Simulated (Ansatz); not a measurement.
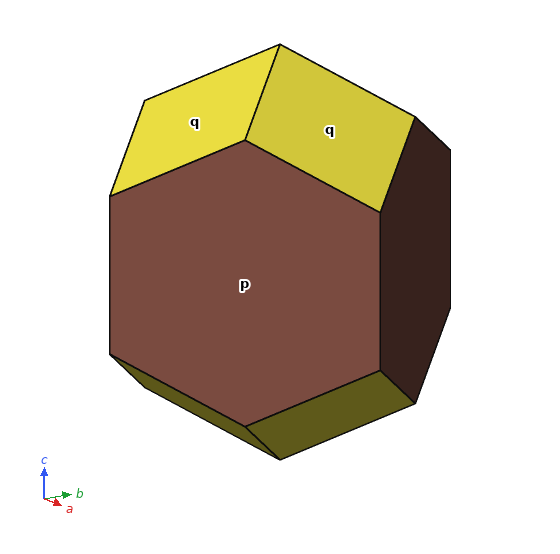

The shape was computed with the Donnay–Harker form of the Bravais–Friedel law: planes with larger spacing d grow more slowly and so show as larger faces; centring, glide planes and screw axes halve or divide d. Faces of one form share a colour. Cell of SnO₂: space group P4_2/mnm (No. 136), a = 4.827 Å, b = 4.827 Å, c = 3.238 Å, α = 90.00°, β = 90.00°, γ = 90.00°. Source: the end point of a relaxation with Ansatz, DFT, PBE, plane waves, PAW. Forms under 0.4 % of the area are left out.

**Which form is which colour?**

brown (p): {110} (d = 3.41 Å, 58 % of the area); yellow (q): {101} (d = 2.69 Å, 42 % of the area).
